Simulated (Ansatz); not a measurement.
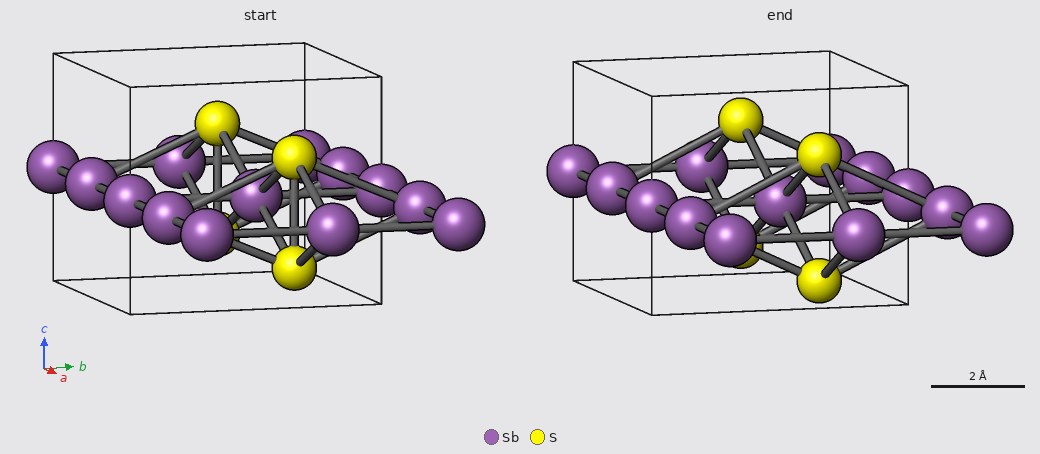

The structure of a crystal of Sb$_{3}$S$_{2}$ (a generated structure, set up in P4/mmm) before (left) and after (right) a relaxation, at one scale.

Style: ball-and-stick. Shown: the cell of the calculation, repeated 2 × 1 × 1 with one cell outlined, slightly off an axis.

Method: DFT PBE, scalar-relativistic, plane waves, PAW in Ansatz 0.2.0.

The input:
```yaml
crystal:
  lattice:
    - [5.6590480746, 0.0, 0.0]
    - [0.0, 5.6590480746, 0.0]
    - [0.0, 0.0, 4.9399778568]
  atoms:
    - { symbol: Sb, position: [0.5, 0.0, 0.5] }
    - { symbol: Sb, position: [0.0, 0.5, 0.5] }
    - { symbol: Sb, position: [0.0, 0.0, 0.5] }
    - { symbol: S, position: [0.5, 0.5, 0.256936262] }
    - { symbol: S, position: [0.5, 0.5, 0.743063738] }
basis:
  ecutwfc: 420
kpoints:
  mp_grid: { grid: [8, 8, 8] }
hamiltonian:
  xc: pbe
scf:
  occupations: { method: gaussian, width: 0.1 }
output:
  forces: true
  stress: true
  eigenvalues: true
  write_density: true
  write_potential: true
  elf: true
  volumetric_format: npy
relax:
  adjacent_minimum: "off"
  f_tol: 0.01
  max_steps: 80
  cell: { stress_tol: 0.05 }
```

Command:
```bash
ansatz run input.yaml --threads 1 --pin off --max-ram 2560MiB --backend cpu --events-out ev --progress --plain --runs-dir out
```

> Describe what moved and what it gained.

The largest moves relative to the cell, 0.21 Å, are those of S4 and S5. S5 goes along +c. Sb stays in place. The drawn cell changes as follows: a = b 5.659 → 5.775 Å (+2.0 %), c 4.940 → 4.758 Å (−3.7 %); the volume changes by +0.3 %. Some distances before and after: S4–S5 2.539 → 2.021 Å, S4–S5 (another image) 2.401 → 2.738 Å, Sb1–S4 3.074 → 3.195 Å, Sb1–Sb3 2.830 → 2.887 Å. The space group stays P4/mmm (No. 123). Over 10 accepted moves (12 points after the start) the energy falls by 40.7 meV per atom. Largest force component: 0.066 eV/Å at the start, 0.00061 eV/Å at the end. Pressure: 0.60 GPa at the start and 0.00 GPa at the end. The line search rejected the trial step at point 6 of the run. At 1 point the geometry stayed and the basis and grid were re-selected for the new cell (energy shift of less than 0.05 meV per atom at most each time).
